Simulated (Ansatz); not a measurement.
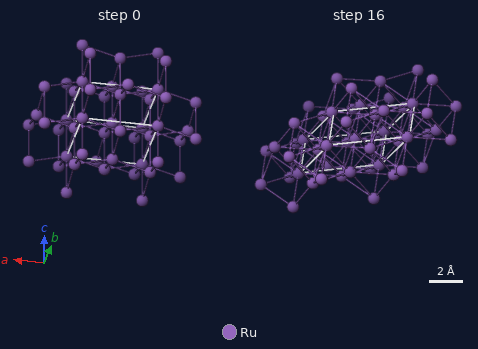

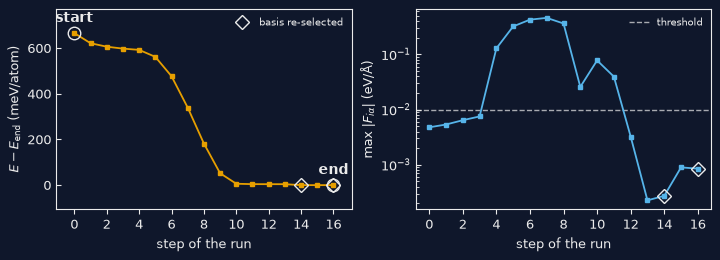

First and last geometry of a relaxation of a crystal of Ru (a generated structure, set up in I4_1/amd), with the history of the run. The picture is a ball-and-stick view of the conventional cell (2 times the calculation's cell), seen from a free direction. Lengths and directions refer to the drawn axes.

Phase: beta-Sn type.

All numbers below come from DFT, r2SCAN, plane waves (500 eV) with PAW, scalar-relativistic (Ansatz).

Input
```yaml
crystal:
  lattice:
    - [-2.3533498774, 2.3533498774, 1.2849290331]
    - [2.3533498774, -2.3533498774, 1.2849290331]
    - [2.3533498774, 2.3533498774, -1.2849290331]
  atoms:
    - { symbol: Ru, position: [0.0, 0.0, 0.0] }
    - { symbol: Ru, position: [0.75, 0.25, 0.5] }
hamiltonian:
  xc: r2scan
  pseudopotentials:
    kind: paw
    azcp:
      Ru: "pseudopotentials/Ru.paw.azcp"
basis:
  ecutwfc: 500
  fft_grid_basis: typed
kpoints:
  mp_grid: { grid: [14, 14, 10], shift: [0, 0, 0] }
magnetization:
  spin_polarized: false
scf:
  occupations: { method: fermi_dirac, width: 0.1 }
relax:
  max_steps: 60
  f_tol: 0.01
  cell: {}
```

Run as
```bash
ansatz run input.yaml --threads 1 --pin off --max-ram 3584MiB --backend cpu --events-out ev --progress --plain --runs-dir out
```

What do the curves and the structures tell?

Answer. It converged. Over 14 accepted moves (16 points after the start) the energy falls by 666 meV per atom. The largest force component goes from 0.0048 to 0.00085 eV/Å. The pressure goes from 16.67 to −0.01 GPa. At 2 points the geometry stayed and the basis and grid were re-selected for the new cell (energy shift of 4.2 meV per atom at most each time). The largest moves relative to the cell, 0.16 Å, are those of Ru1 and Ru2. Ru2 goes along [−1 1 0]. The volume changes by +1.9 %, with a = b 4.707 → 4.986 Å (+5.9 %), c 2.570 → 2.715 Å (+5.6 %), α 90.0° → 105.8°, β 90.0° → 105.8°, γ 90.0° → 105.6°. Near-neighbour distances that change, for instance: Ru1–Ru1 3.568 → 2.690 Å, Ru1–Ru2 3.042 → 2.540 Å, Ru1–Ru2 (another image) 2.439 → 2.662 Å, Ru1–Ru1 (another image) 2.570 → 2.715 Å. New bonds form: Ru1–Ru1 (3.57 → 2.69 Å), Ru2–Ru2 (3.57 → 2.69 Å). Among the angles between lasting bonds that change: Ru2–Ru1–Ru2 94.0° → 60.7°, Ru1–Ru1–Ru2 74.7° → 57.7°, Ru1–Ru1–Ru2 105.3° → 122.3°. The space group (tolerance 0.01 Å) goes from I4_1/amd (No. 141) to Cmcm (No. 63). Cost: 15 min on 1 thread of Intel(R) Xeon(R) Platinum 8259CL CPU @ 2.50GHz (Skylake/Cascade Lake), on a shared host, peak memory 0.98 GiB.

```json
{"step": "0", "E − E(0), meV/atom": "0.00", "largest force component, eV/Å": "0.0048", "pressure, GPa": "16.67", "volume, Å³/atom": "14.233", "note": ""}
{"step": "1", "E − E(0), meV/atom": "-44.33", "largest force component, eV/Å": "0.0054", "pressure, GPa": "-7.29", "volume, Å³/atom": "15.553", "note": ""}
{"step": "2", "E − E(0), meV/atom": "-59.65", "largest force component, eV/Å": "0.0064", "pressure, GPa": "-1.99", "volume, Å³/atom": "15.224", "note": ""}
{"step": "3", "E − E(0), meV/atom": "-68.03", "largest force component, eV/Å": "0.0075", "pressure, GPa": "1.93", "volume, Å³/atom": "15.046", "note": ""}
{"step": "4", "E − E(0), meV/atom": "-73.60", "largest force component, eV/Å": "0.1285", "pressure, GPa": "0.22", "volume, Å³/atom": "15.230", "note": ""}
{"step": "5", "E − E(0), meV/atom": "-104.12", "largest force component, eV/Å": "0.3214", "pressure, GPa": "-2.93", "volume, Å³/atom": "15.351", "note": ""}
{"step": "6", "E − E(0), meV/atom": "-188.80", "largest force component, eV/Å": "0.4264", "pressure, GPa": "-3.46", "volume, Å³/atom": "15.197", "note": ""}
{"step": "7", "E − E(0), meV/atom": "-326.49", "largest force component, eV/Å": "0.4591", "pressure, GPa": "-2.65", "volume, Å³/atom": "14.957", "note": ""}
{"step": "8", "E − E(0), meV/atom": "-483.89", "largest force component, eV/Å": "0.3632", "pressure, GPa": "0.48", "volume, Å³/atom": "14.654", "note": ""}
{"step": "9", "E − E(0), meV/atom": "-614.02", "largest force component, eV/Å": "0.0257", "pressure, GPa": "4.81", "volume, Å³/atom": "14.363", "note": ""}
{"step": "10", "E − E(0), meV/atom": "-660.12", "largest force component, eV/Å": "0.0777", "pressure, GPa": "0.42", "volume, Å³/atom": "14.464", "note": ""}
{"step": "11", "E − E(0), meV/atom": "-661.81", "largest force component, eV/Å": "0.0395", "pressure, GPa": "0.02", "volume, Å³/atom": "14.492", "note": ""}
{"step": "12", "E − E(0), meV/atom": "-661.98", "largest force component, eV/Å": "0.0032", "pressure, GPa": "0.08", "volume, Å³/atom": "14.481", "note": ""}
{"step": "13", "E − E(0), meV/atom": "-661.98", "largest force component, eV/Å": "0.0002", "pressure, GPa": "0.00", "volume, Å³/atom": "14.486", "note": ""}
{"step": "14", "E − E(0), meV/atom": "-666.15", "largest force component, eV/Å": "0.0003", "pressure, GPa": "0.29", "volume, Å³/atom": "14.486", "note": "same geometry, new basis"}
{"step": "15", "E − E(0), meV/atom": "-666.19", "largest force component, eV/Å": "0.0009", "pressure, GPa": "-0.01", "volume, Å³/atom": "14.502", "note": ""}
{"step": "16", "E − E(0), meV/atom": "-666.20", "largest force component, eV/Å": "0.0008", "pressure, GPa": "-0.01", "volume, Å³/atom": "14.502", "note": "same geometry, new basis"}
```
